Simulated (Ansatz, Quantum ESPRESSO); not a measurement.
# Complex bands of NaF, rock salt type, lattice constant set to 4.606 Å, part 3 of 3

Wanted: the complex band structure of NaF, rock salt type, lattice constant set to 4.606 Å, as for a tunnel barrier.

Quantum ESPRESSO 7.5; plane-wave DFT, LDA, GBRV ultrasoft pseudopotentials; cross-check by Ansatz 0.2.0 with PAW datasets.

So far. Step 2 (Self-consistent run): The run needed 9 iterations to bring the estimated error under 1e-09 Ry.

The structure was built from a prototype and need not be the compound's stable phase.

## (4) Complex bands with pwcond.x, with nz1 = 1

Level of this step: complex band structure by pwcond; plane-wave DFT, LDA, GBRV ultrasoft pseudopotentials (Quantum ESPRESSO).

A sensitivity test on the input.

Contents of cbs.w.in:

```
&inputcond
  outdir = './out'
  prefixl = 'scf'
  band_file = 'cbs.w'
  ikind = 0
  ewind = 4.0
  epsproj = 1e-05
  nz1 = 1
  energy0 = 8.96
  denergy = -0.28
/
4
  0.00000000 0.00000000 1.00000000
  0.50000000 0.00000000 1.00000000
  0.50000000 0.50000000 1.00000000
  0.25000000 0.00000000 1.00000000
40
```

The run is started by

```console
$ OMP_NUM_THREADS=1 mpirun -n 2 pwcond.x -in cbs.w.in > cbs.w.out
```

Numbers of over 12 decimals in the logs are rounded to 6 here.

Log:

```text
[banner, memory and clock lines left out]
Program PWCOND v.7.5 starts
[citation notice left out]

[...]
./out/scf.save/

     IMPORTANT: XC functional enforced from input :
     Exchange-correlation= PZ
                           (   1   1   0   0   0   0   0)
     Any further DFT definition will be discarded
     Please, verify this is what you really want

     Reading collected, re-writing distributed wavefunctions

===== INPUT FILE containing the left lead =====

     GEOMETRY:

     lattice parameter (alat)  =       6.1547  a.u.
     the volume                =     329.7148 (a.u.)^3
     the cross section         =      37.8805 (a.u.)^2
     l of the unit cell        =       1.4142 (alat)
     number of atoms/cell      =            4
     number of atomic types    =            2

     crystal axes: (cart. coord. in units of alat)
               a(1) = (  1.0000  0.0000  0.0000 )
               a(2) = (  0.0000  1.0000  0.0000 )
               a(3) = (  0.0000  0.0000  1.4142 )

   Cartesian axes

     site n.     atom                  positions (alat units)
          1        Na     tau(  1)=(  0.0000  0.0000  1.4142  )
          2        F      tau(  2)=(  0.5000  0.5000  1.4142  )
          3        Na     tau(  3)=(  0.5000  0.5000  0.7071  )
          4        F      tau(  4)=(  0.0000  0.0000  0.7071  )

     nr1s                      =           25
     nr2s                      =           25
     nr3s                      =           36
     nr1sx                     =           25
     nr2sx                     =           25
     nr3sx                     =           36
     nr1                       =           27
     nr2                       =           27
     nr3                       =           40
     nr1x                      =           27
     nr2x                      =           27
     nr3x                      =           40

 _______________________________
  Radii of nonlocal spheres:

     type       ibeta     ang. mom.          radius (alat units)
       Na         1         0                    0.3279
       Na         2         0                    0.3279
       Na         3         1                    0.3279
       Na         4         1                    0.3279
       Na         5         2                    0.3279
       F          1         0                    0.2294
       F          2         0                    0.2294
       F          3         1                    0.2294
       F          4         1                    0.2294
----- General information -----

----- Complex band structure calculation -----

     nrx                       =           25
     nry                       =           25
     nz1                       =            1

     energy0               =         9.0E+00
     denergy               =        -2.8E-01
     nenergy               =         40
     ecut2d                =         4.0E+01
     ewind                 =         4.0E+00
     epsproj               =         1.0E-05

     number of k_|| points=    4
                       cryst. coord.
        k(    1) = (   0.0000000   0.0000000), wk =   0.2500000
        k(    2) = (   0.5000000   0.0000000), wk =   0.2500000
        k(    3) = (   0.5000000   0.5000000), wk =   0.2500000
        k(    4) = (   0.2500000   0.0000000), wk =   0.2500000
----- Information about left lead -----

     nocros                   =           21
     noins                    =           21
     norb                     =           63
     norbf                    =           63
     nrz                      =           36

      iorb      type   ibeta   ang. mom.   m       position (alat)
        1        1       1        0        1   taunew(   1)=(  0.0000  0.0000  0.0000)
        2        1       2        0        1   taunew(   2)=(  0.0000  0.0000  0.0000)
[...]
63        2       4        1        3   taunew(  63)=(  0.5000  0.5000  1.4142)
    k slab    z(k)  z(k+1)     crossing(iorb=1,norb)
    1   0.0000 0.0393 0.0393   111111111111111111111000000000000000000000000000000000000000000
    2   0.0393 0.0786 0.0393   111111111111111111111000000000000000000000000000000000000000000
[...]
36   1.3749 1.4142 0.0393   000000000000000000000000000000000000000000111111111111111111111
 ngper, shell number =          121          20
 ngper, n2d =          121          80
---  E-Ef =    8.9600000  k =    0.0000000   0.0000000
---  ie =          1  ik =          1
 Nchannels of the left tip =            1
 Right moving states:
   k1(2pi/a)   k2(2pi/a)   E-Ef (eV)
  -0.4627718  -0.0000000   8.9600000
 Left moving states:
   k1(2pi/a)   k2(2pi/a)   E-Ef (eV)
   0.4627718  -0.0000000   8.9600000

---  E-Ef =    8.6800000  k =    0.0000000   0.0000000
---  ie =          2  ik =          1
 Nchannels of the left tip =            1
 Right moving states:
   k1(2pi/a)   k2(2pi/a)   E-Ef (eV)
  -0.4965565  -0.0000000   8.6800000
 Left moving states:
   k1(2pi/a)   k2(2pi/a)   E-Ef (eV)
   0.4965564  -0.0000000   8.6800000
[... further energies and points left out ...]
---  E-Ef =   -1.6800000  k =    0.2500000   0.0000000
---  ie =         39  ik =          4
 Nchannels of the left tip =            0
 Right moving states:
   k1(2pi/a)   k2(2pi/a)   E-Ef (eV)
 Left moving states:
   k1(2pi/a)   k2(2pi/a)   E-Ef (eV)

---  E-Ef =   -1.9600000  k =    0.2500000   0.0000000
---  ie =         40  ik =          4
 Nchannels of the left tip =            0
 Right moving states:
   k1(2pi/a)   k2(2pi/a)   E-Ef (eV)
 Left moving states:
   k1(2pi/a)   k2(2pi/a)   E-Ef (eV)

[...]
```

The job ended after 82 s (2 MPI ranks of Arm Neoverse N1, shared host; peak memory 0.11 GiB; 2.7 min of CPU time).

The changed values were drawn from a wide range, not chosen for quality; the comparison shows what they did here together.

Beside the run it was changed from:

```
                                       quantity  this run  unchanged run  difference
peak of the smallest κ at the zone centre (Å⁻¹)     0.491          0.506      -0.015
                                  wall time (s)        82             99
```

The physical values in this table move by up to 3 %.

## (5) The same in Ansatz

A second code with its own PAW datasets, on the same atoms.

Level of this step: plane-wave DFT, LDA, Ansatz PAW (Ansatz 0.2.0).

Contents of input.yaml:

```yaml
crystal:
  lattice:
    - [3.2569338341, 0.0, 0.0]
    - [0.0, 3.2569338341, 0.0]
    - [0.0, 0.0, 4.606]
  atoms:
    - { symbol: Na, position: [0.0, 0.0, 0.0] }
    - { symbol: F, position: [0.5, 0.5, 0.0] }
    - { symbol: Na, position: [0.5, 0.5, 0.5] }
    - { symbol: F, position: [0.0, 0.0, 0.5] }
kpoints:
  mp_grid: { grid: [8, 8, 6] }
hamiltonian:
  xc: lda
scf:
  occupations: { method: fixed }
  convergence: { dr2_threshold: 1.0e-09 }
output:
  transmission:
    leads: [[0, 0]]
    kpoints: [[0, 0], [0.5, 0], [0.5, 0.5], [0.25, 0]]
    e_range: [-1.96, 8.96]
    de: 0.28
```

The run is started by

```console
$ ansatz run input.yaml --threads 2 --pin off --max-ram 4096MiB --backend cpu --events-out ev --progress --plain --runs-dir out
```

Log:

```text
Engine: ansatz 0.2.0, aarch64-unknown-linux-gnu
Pseudopotentials: kind: paw
Pseudopotential: Na, paw, valence charge 9, recommended cutoff 420 eV (normal), Na.paw.azcp
Pseudopotential: F, paw, valence charge 7, recommended cutoff 420 eV (normal), F.paw.azcp
Functional definition: SPW92
  exchange = slater_x
  correlation = pw_c
Crystal: 4 atoms, lattice volume = 48.859 Å³
Basis set: ecut = 420 eV, 999 PW (Γ)
Bands: 20, of which v1, the nominal top of the filled ones, is band 16 counted from 1 (15 counted from 0)
Symmetry: 32 space group operations
Space group: Fm-3m (ITA 225), of the structure as read, at distance tolerance 3.7e-5 Å
k-points: 60 of 384
Non-local potential: Na, projectors of the file, l = 0: 3, l = 1: 2, l = 2: 1
Non-local potential: F, projectors of the file, l = 0: 2, l = 1: 2, l = 2: 1
PAW form: soft (Blöchl's): semilocal exchange-correlation on the pseudo side does not see the compensation charge
PAW frozen core: Na, regenerated for the run's functional, and the local potential with it (the file was generated under x = pbe(κ = 0.804, μ = 0.219515), c = pbe(β = 0.066725))
PAW frozen core: F, regenerated for the run's functional, and the local potential with it (the file was generated under x = pbe(κ = 0.804, μ = 0.219515), c = pbe(β = 0.066725))
PAW one-centre angular grid: Na, 110 points (default); XC on 64 Gauss nodes
PAW one-centre angular grid: F, 110 points (default); XC on 64 Gauss nodes
Initial density: superposition of atomic densities (neutral atoms: chi_scale 0, normalization atom), corrected by the library's trained network
Initial wavefunctions: pseudopotential atomic-orbital guess
Functional: x = slater, c = lda
SCF iter   1: F=—  HF=-4526.192985 eV  |F-HF|=—  |Δ(HF+E_count)|=         —  Δρ=2.00e-2  dr2=1.36e-1  ethr=1.77e-3  ⟨swp⟩=4.5  Hψ=4636  notcnv=0  defer=93
preconditioner: auto → none  [insulator: Δε(μ)=5.795 eV  Ē_g=22.726 eV  n_scr=14 (ndim 8)  ℏωp=28.1 eV  f_vac=0.110  ε∞_Penn≈2.5]
SCF iter   2: F=—  HF=-4526.156615 eV  |F-HF|=—  |Δ(HF+E_count)|=   3.64e-2  Δρ=1.14e-2  dr2=3.09e-2  ethr=4.26e-4  ⟨swp⟩=2.0  Hψ=2361  notcnv=0  defer=97
SCF iter   3: F=—  HF=-4526.146747 eV  |F-HF|=—  |Δ(HF+E_count)|=   9.87e-3  Δρ=1.48e-3  dr2=6.29e-4  ethr=9.65e-5  ⟨swp⟩=2.0  Hψ=1725  notcnv=0  defer=103
SCF iter   4: F=—  HF=-4526.146454 eV  |F-HF|=—  |Δ(HF+E_count)|=   2.93e-4  Δρ=4.06e-4  dr2=3.29e-5  ethr=1.97e-6  ⟨swp⟩=2.7  Hψ=2171  notcnv=0  defer=68
SCF iter   5: F=—  HF=-4526.146438 eV  |F-HF|=—  |Δ(HF+E_count)|=   1.62e-5  Δρ=1.83e-5  dr2=1.06e-7  ethr=1.03e-7  ⟨swp⟩=2.1  Hψ=1727  notcnv=0
SCF iter   6: F=—  HF=-4526.146437 eV  |F-HF|=—  |Δ(HF+E_count)|=   8.29e-7  Δρ=3.87e-6  dr2=2.67e-9  ethr=3.30e-10  ⟨swp⟩=2.0  Hψ=2160  notcnv=0
SCF iter   7: F=-4526.146437 eV  HF=-4526.146437 eV  |F-HF|=3.64e-12  |Δ(HF+E_count)|=  3.46e-11  Δρ=3.25e-7  dr2=1.89e-11  ethr=3.13e-12  ⟨swp⟩=2.2  Hψ=2573  notcnv=0
SCF 1 converged in 7 iterations: F = -4526.146437 eV  dr2 = 1.89e-11
  greatest PAW one-centre occupation: 0.999 electrons in one spin orbital (limit 2), on the Na atom at site 2 (counted from 0), in its partial waves of l = 0
transmission: 8 of 32 steps passed
transmission: 16 of 32 steps passed
transmission: 24 of 32 steps passed
transmission: 32 of 32 steps passed
SCF converged after 7 iterations
Free energy (F): -4526.146437 eV
Harris-Foulkes:  -4526.146437 eV  (|F-HF|=3.64e-12)
Internal energy: -4526.146437 eV  (E = F + TS)
E sigma→0 (E₀):  -4526.146437 eV
Fermi energy:    0.709426 eV
--- Per-component energies (eV) ---
  E_band       = -470.036841
  E_kinetic    = 654.246022
  E_local      = -3358.568737  (includes V_loc(G=0)·N_el)
  E_nonlocal   = 384.953044
  E_hartree    = 1183.654991
  E_xc         = -234.171190
  E_vxc        = -303.695117  (∫ρ·V_xc dr)
  E_paw        = -864.151593  (= ΣΔE_a)
  E_vpaw       = -214.286062  (= ΣTr[D̂ρ^β])
  E_aug_tail   = 0.003924  (compensation charges beyond the density's cutoff)
  E_ewald      = -2292.621182
  E_core_change = 0.508284  (= ΣΔE_core)
  E_smearing   = -0.000000  (= −TS)
  E_closure    = 0.000000  (closes the sum)
  Σ components = -4526.146437   (vs F -4526.146437, Δ=0.00e0)
--- Band table (eV; the first three rows and the last of 60) ---
  k-point 0: bands = [... 12 lower, 0.2827, 0.7094, 0.7094, 0.7094, 6.7842, 13.6213, 13.6355, 14.1552]
  k-point 1: bands = [... 12 lower, 0.3086, 0.5286, 0.6785, 0.6785, 7.1266, 12.2137, 13.8279, 15.6761]
  k-point 2: bands = [... 12 lower, 0.3803, 0.3803, 0.5938, 0.5938, 8.0205, 10.6707, 14.4037, 16.6686]
  k-point 59: bands = [... 12 lower, -0.2182, -0.2182, 0.1023, 0.1023, 13.6416, 13.6416, 13.6416, 13.6416]
--- Transmission ---
  basis      : 97 plane waves across, 8 finite elements along
  points     : 4, as listed
  energies   : 40 from -1.960000 to 8.960000 eV about the Fermi level, 0.280000 eV apart; the leads are filled to 3.037379 eV, and channels, transmission and decay are at 3.080000 eV
  crystal 0  : Na2F2, at the sites [0, 0], period 4.6060 Å: whole cells are its period
    offset         : up to 0.0000 Å between an atom of the period and one for which it stands
    channels       : 0.000000e0 a spin
    conductance    : none, the energies end too early or step too widely for 300 K: set another output.transmission.e_range or a lower de, or, where they end at an eighth of basis.ecutwfc, a higher one
    slowest decay  : 0.5051 /Å at (0.0000, 0.0000)
```

Run time: 19 s. Hardware: 2 threads; peak memory 0.31 GiB; 23 s of CPU time.

This step gave:

| Property | Result |
| --- | --- |
| free energy | -4526.1464 eV |
| gap by band count | 6.075 eV |
| symmetry operations | 32 |
| slowest decay at the grid energy nearest mid-gap | 0.5051 Å⁻¹ |
| peak of the smallest κ at the zone centre | 0.5090 Å⁻¹ |
| peak of the smallest κ at (1/4, 0) | 0.8511 Å⁻¹ |
| valence top, on the run's zero | 0.7094 eV |

K across = (0, 0) in the cell's reciprocal vectors; values within 0.0025 1/Å of each other count once, columns are sorted by size at each energy, a dash where no further value was kept. Im kz of the slowest decaying states against energy, zero at the highest filled level of the SCF mesh:

| energy (eV) | decay 1 (Å⁻¹) | decay 2 (Å⁻¹) | decay 3 (Å⁻¹) |
| --- | --- | --- | --- |
| -1.96 | 0.668 | - | - |
| -1.12 | 0.715 | 1.05 | - |
| -0.28 | 0.880 | - | - |
| 0.00 | 0.00924 | 0.0139 | 0.908 |
| 0.56 | 0.341 | 0.772 | 0.950 |
| 1.40 | 0.463 | 0.992 | 1.02 |
| 2.24 | 0.505 | 1.02 | 1.14 |
| 3.08 | 0.505 | 1.03 | 1.20 |
| 3.92 | 0.470 | 1.04 | 1.24 |
| 4.76 | 0.396 | 1.04 | 1.26 |
| 5.60 | 0.254 | 1.04 | 1.27 |
| 6.44 | 1.04 | 1.28 | 1.31 |
| 7.28 | 1.03 | 1.23 | 1.27 |
| 8.12 | 1.01 | 1.13 | 1.26 |
| 8.96 | 0.998 | 1.03 | 1.25 |

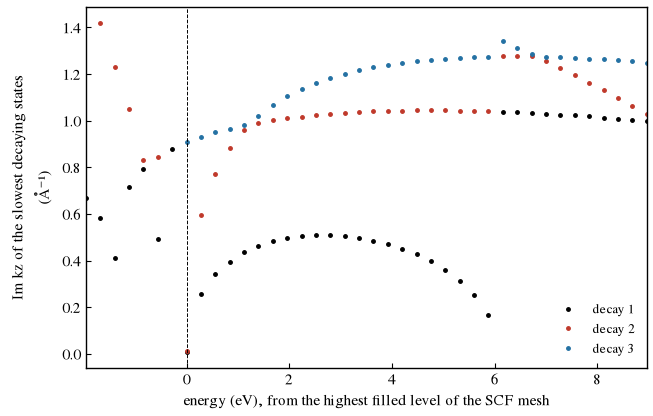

Im kz of the slowest decaying states against energy.

K across = (0, 0) in the cell's reciprocal vectors. Table of Re kz of states that move upwards by energy, zero at the highest filled level of the SCF mesh:

```
energy (eV)  channel 1 (Å⁻¹)  channel 2 = channel 3 (Å⁻¹)
      -1.12            0.561                            -
       0.00                -                            -
       1.12                -                            -
       1.96                -                            -
       3.08                -                            -
       3.92                -                            -
       5.04                -                            -
       5.88                -                            -
       7.00            0.387                            -
       8.12            0.609                            -
```

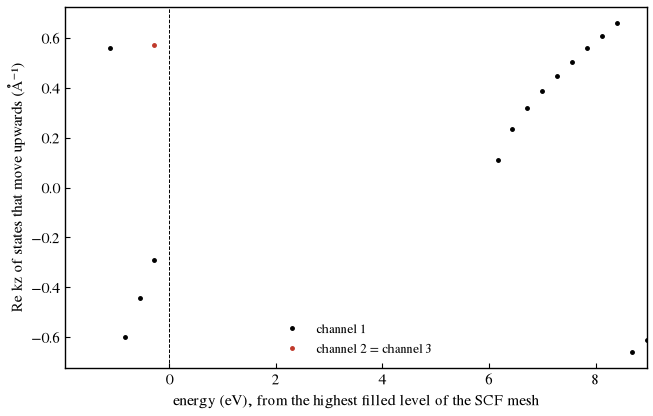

Re kz of states that move upwards against energy.

K across = (1/2, 0) in the cell's reciprocal vectors; values within 0.0025 1/Å of each other count once, columns are sorted by size at each energy, a dash where no further value was kept. Table of Im kz of the slowest decaying states by energy, zero at the highest filled level of the SCF mesh:

```
energy (eV)  decay 1 (Å⁻¹)  decay 2 (Å⁻¹)  decay 3 (Å⁻¹)
      -1.12          0.180           1.42              -
       0.00          0.455           1.15              -
       1.12          0.970           1.48           1.49
       1.96           1.18           1.31              -
       3.08           1.18           1.29              -
       3.92           1.14           1.30              -
       5.04           1.10           1.27              -
       5.88           1.06           1.25              -
       7.00           1.00           1.20              -
       8.12          0.907           1.18              -
```

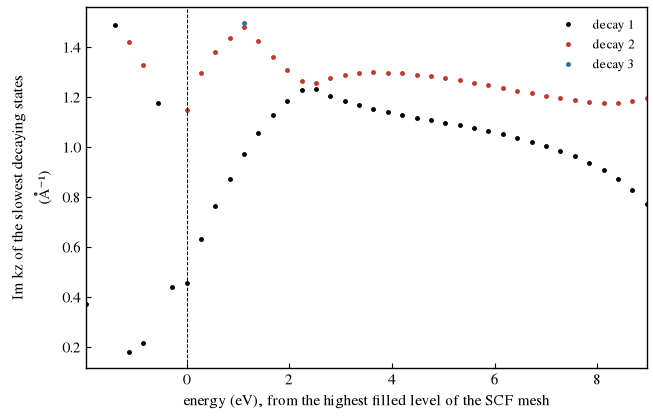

Im kz of the slowest decaying states, plotted against energy.

K across = (1/2, 1/2) in the cell's reciprocal vectors; values within 0.0025 1/Å of each other count once, columns are sorted by size at each energy, a dash where no further value was kept. Table of Im kz of the slowest decaying states by energy, zero at the highest filled level of the SCF mesh:

```csv
energy (eV),decay 1 (Å⁻¹),decay 2 (Å⁻¹)
-1.96,0.718,0.775
-1.40,0.206,0.659
-0.56,-,-
0.00,0.496,0.518
0.56,0.666,0.685
1.12,0.744,0.792
1.96,0.811,0.889
2.52,0.839,0.930
3.08,0.858,0.959
3.92,0.875,0.987
4.48,0.879,0.998
5.04,0.879,1.00
5.88,0.871,1.01
6.44,0.861,1.00
7.00,0.847,0.997
7.56,0.830,0.988
8.40,0.795,0.970
8.96,0.767,0.955
```

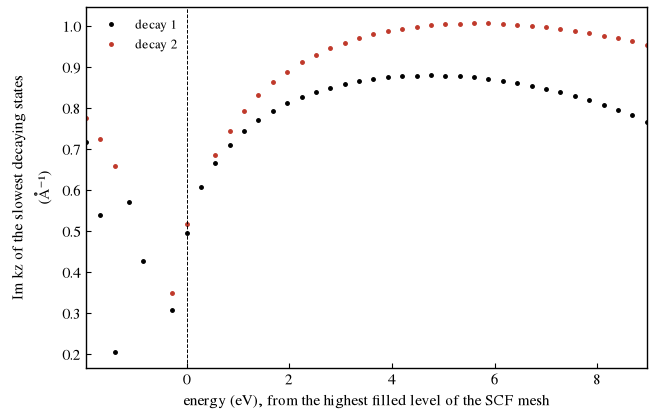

Im kz of the slowest decaying states against energy.

K across = (1/4, 0) in the cell's reciprocal vectors; values within 0.0025 1/Å of each other count once, columns are sorted by size at each energy, a dash where no further value was kept. Im kz of the slowest decaying states against energy, zero at the highest filled level of the SCF mesh:

```csv
energy (eV),decay 1 (Å⁻¹),decay 2 (Å⁻¹),decay 3 (Å⁻¹)
-1.12,0.0352,1.36,1.42
0.00,0.336,0.422,1.14
1.12,0.773,1.08,1.08
1.96,0.793,0.965,1.07
3.08,0.746,1.07,1.14
3.92,0.709,1.07,1.21
5.04,0.628,1.07,1.27
5.88,0.530,1.06,1.30
7.00,0.297,1.04,1.35
8.12,1.01,1.35,1.39
```

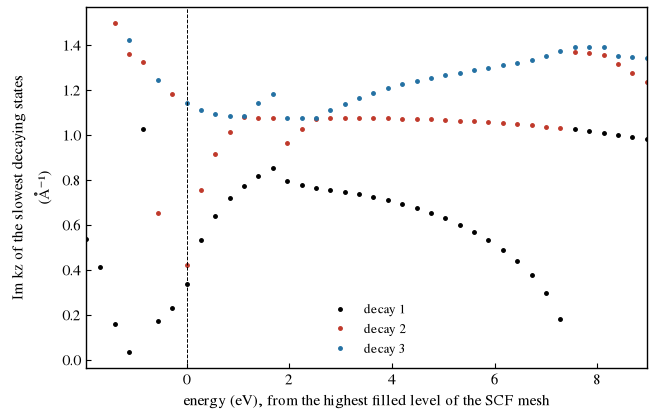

Im kz of the slowest decaying states, plotted against energy.

## (6) By hand

T falls as exp(−2κd). With κ = 0.503 1/Å, 10 Å of barrier pass exp(−2 × 0.503 × 10) = 4.3e-5 of that channel, interfaces aside.

## (7) What came out

```yaml
gap_on_the_scf_mesh: 6.04 eV
smallest_kappa_at_mid_gap_among_the_four_k_points_at_the_zone_centre: 0.503 Å⁻¹
peak_of_the_smallest_kappa_in_the_stop_band_at_the_zone_centre: 0.506 Å⁻¹
peak_of_the_smallest_kappa_in_the_stop_band_at_1_over_4_0: 0.846 Å⁻¹
energy_of_the_peak_at_the_zone_centre_over_the_highest_filled_level: 2.52 eV
peak_at_the_zone_centre_by_ansatz: 0.509 Å⁻¹
```

**Reading.** With a gap of 6.04 eV on the mesh, the smallest κ at mid-gap among the four k points, at the zone centre is 0.503 Å⁻¹ (LDA, GBRV ultrasoft). For a barrier with the Fermi level at mid-gap the slowest state found, at the zone centre, loses a factor of ten in probability every 2.3 Å or so. Stop bands away from the zone centre are mostly wider than the gap, so their peaks can lie above the conduction bottom. At the zone centre pwcond's peak is 0.506 and Ansatz's 0.509 1/Å, 1 % apart. The cell is the a/√2 one, turned by 45°, with two primitive cells, so X along [001] folds onto kz = 0. A semilocal gap is too small, often by a third to a half and by more in narrow-gap crystals, so real barriers decay faster.

[Logs are printed without paths, hosts, clocks, repeated set-up lines and the standing remarks that a program may print on its own settings, such as how far it seeks lower states.]

[Hosts, paths, dates, database ids (printed as entryN), source tags and the programs' standing remarks are cut or masked in the printed files.]

[Maps of the electrostatic potential energy from Ansatz leave out the sawtooth potential of an applied field or a dipole correction, so their vacuum need not be flat; planar profiles and work functions include it.]
